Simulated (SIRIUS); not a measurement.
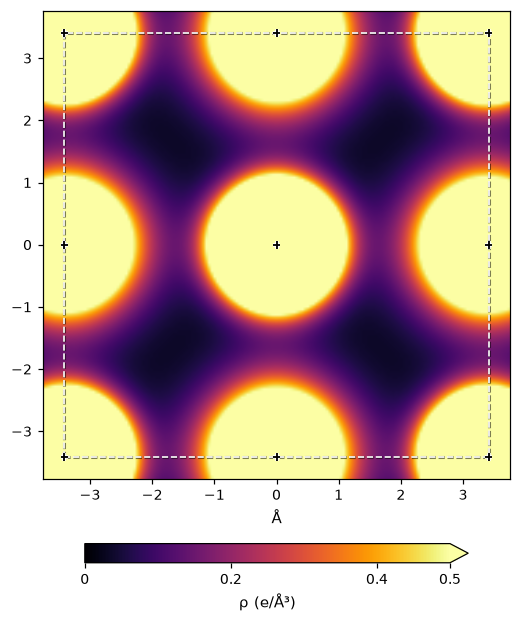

The electron density on a plane through atoms (crosses mark nuclei in the plane).

Method: Kohn-Sham DFT of a periodic cell, PBEsol, all-electron FP-LAPW in SIRIUS.

Candidates:
A. BaTe, a = 6.82 Å, b = 6.82 Å, c = 6.82 Å, α = 90.00°, β = 90.00°, γ = 90.00°. Space group Fm-3m.
B. Ni, a = 2.45 Å, b = 2.45 Å, c = 4.07 Å, α = 90.00°, β = 90.00°, γ = 120.00°. Space group P6₃/mmc; a structure from a database of computed crystals, not necessarily the ambient phase; spin-polarised.
C. Si, a = 4.74 Å, b = 4.74 Å, c = 2.66 Å, α = 90.00°, β = 90.00°, γ = 90.00°. Space group I4₁/amd; a structure from a database of computed crystals, not necessarily the ambient phase.

> Which system is this?

Candidate A: BaTe on the (100) plane of the conventional cell, which holds Ba and Te. Ba–Te (3.41 Å): ρ at the midpoint is about 0.15 e/Å³.
